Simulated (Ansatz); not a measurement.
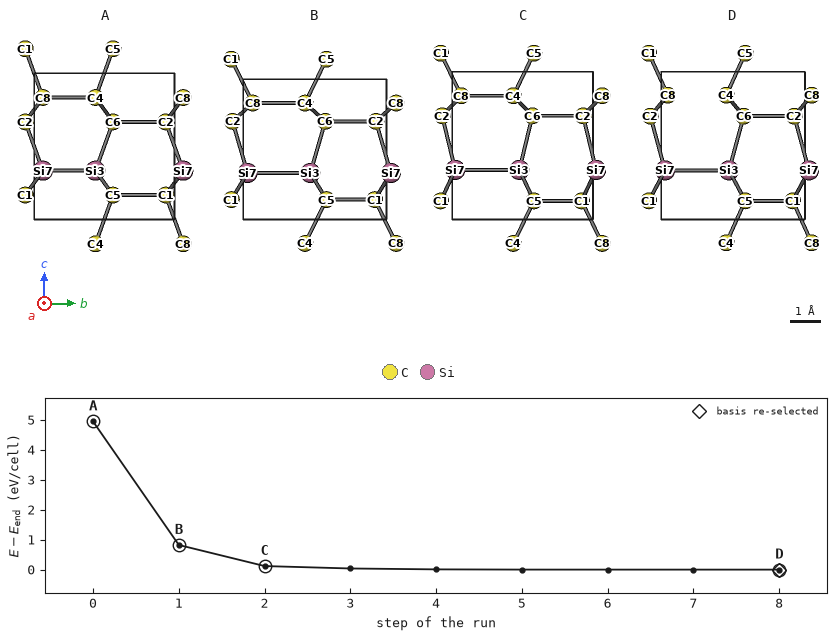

Frames of a relaxation of crystalline SiC3 (set up in Pmm2), marked on the history of the run. Style: ball-and-stick. Shown: the cell of the calculation, along the a axis.

Case: 6 of 8 Si sites taken by C, cell and atoms relaxed.

Theory: Ansatz 0.2.0, DFT r2SCAN, scalar-relativistic, plane waves, PAW. Settings: plane-wave cutoff 500 eV; k-point mesh 8 × 6 × 6; occupations gaussian; smearing width 0.02 eV; no spin polarisation; cell and atoms relaxed; force threshold 0.015 eV/Å; at most 60 steps.

> What happens along the run?

The largest moves relative to the cell, 0.23 Å, are those of C1 and C5. C5 goes along [0 1 −2]. Largest moves by element: C 0.23 Å, Si 0.17 Å. Cell: a 2.835 → 2.790 Å (−1.6 %), b 4.712 → 4.829 Å (+2.5 %), c 4.911 → 4.954 Å (+0.9 %). Volume +1.7 %. Among the contacts that change: Si3–Si7 1.764 → 2.146 Å, C4–C8 1.764 → 1.965 Å, C1–C8 1.741 → 1.543 Å, C1–C5 1.764 → 1.593 Å. Among the angles between lasting bonds that change: C5–Si3–C6 109.1° → 117.7°, Si3–C5–Si3 109.1° → 100.6°, C5–Si3–C5 109.1° → 100.6°. The space group stays Pmm2 (No. 25). Over 7 accepted moves (8 points after the start) the energy falls by 4.948 eV per cell of the calculation. The largest force component goes from 16 to 0.0026 eV/Å. The pressure goes from 25.64 to 0.00 GPa. At 1 point the geometry stayed and the basis and grid were re-selected for the new cell (energy shift of 0.2 meV per cell of the calculation at most each time). The run took 8 min on 1 thread of Intel(R) Xeon(R) Processor @ 2.50GHz (Skylake/Cascade Lake) (shared host), peak memory 0.56 GiB. From step 0 to 1: C atoms move most (0.16 Å), volume −0.7 %, energy −4.125 eV per cell of the calculation. From step 1 to 2: C atoms move most (0.08 Å), volume +0.2 %, energy −0.704 eV per cell of the calculation. From step 2 to 8: C atoms move most (0.09 Å), volume +2.2 %, energy −0.119 eV per cell of the calculation.

| step | E − E(0), meV/atom | largest force component, eV/Å | pressure, GPa | volume, Å³/atom | note |
| --- | --- | --- | --- | --- | --- |
| 0 | 0.00 | 15.7916 | 25.64 | 8.201 |  |
| 1 | -515.68 | 1.8297 | 6.96 | 8.146 |  |
| 2 | -603.65 | 0.9289 | 2.53 | 8.162 |  |
| 3 | -613.77 | 0.4950 | 0.75 | 8.247 |  |
| 4 | -617.49 | 0.5095 | -0.38 | 8.323 |  |
| 5 | -618.40 | 0.1180 | 0.22 | 8.334 |  |
| 6 | -618.47 | 0.0401 | -0.04 | 8.340 |  |
| 7 | -618.49 | 0.0027 | 0.00 | 8.342 |  |
| 8 | -618.52 | 0.0026 | 0.00 | 8.342 | same geometry, new basis |
